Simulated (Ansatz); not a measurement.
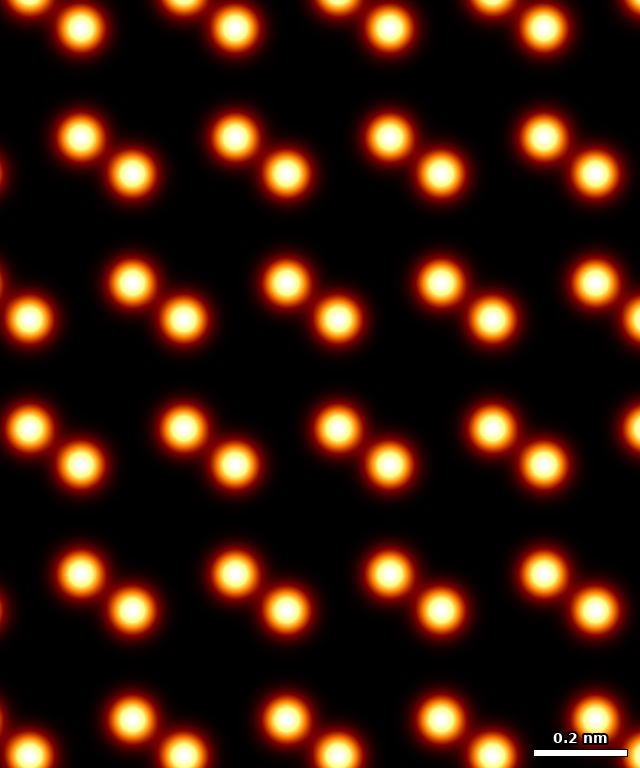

Z-contrast image of Rh. Simulated incoherent Z contrast: every atom adds Z^1.8 spread by a probe of 0.78 Å full width; channelling and multiple scattering are left out.

### Give the net of the columns and its spacings.

The pattern repeats on a centred rectangular net of 3.9 × 5.5 Å.

### What is the plane group of the image?

c2mm: perpendicular mirror lines on a centred net, with further twofold points between them.

### How many columns does the smallest repeating cell hold, and how many levels of brightness?

2 columns in the primitive cell of 10.7 Å², all of one brightness.

The crystal is Rh (Fd-3m, No. 227) seen along [110]. Model: coordinates from a relaxation with DFT, PBE, plane waves (420 eV) with PAW, scalar-relativistic in Ansatz; the starting structure was generated, so it need not be a known form of this composition.
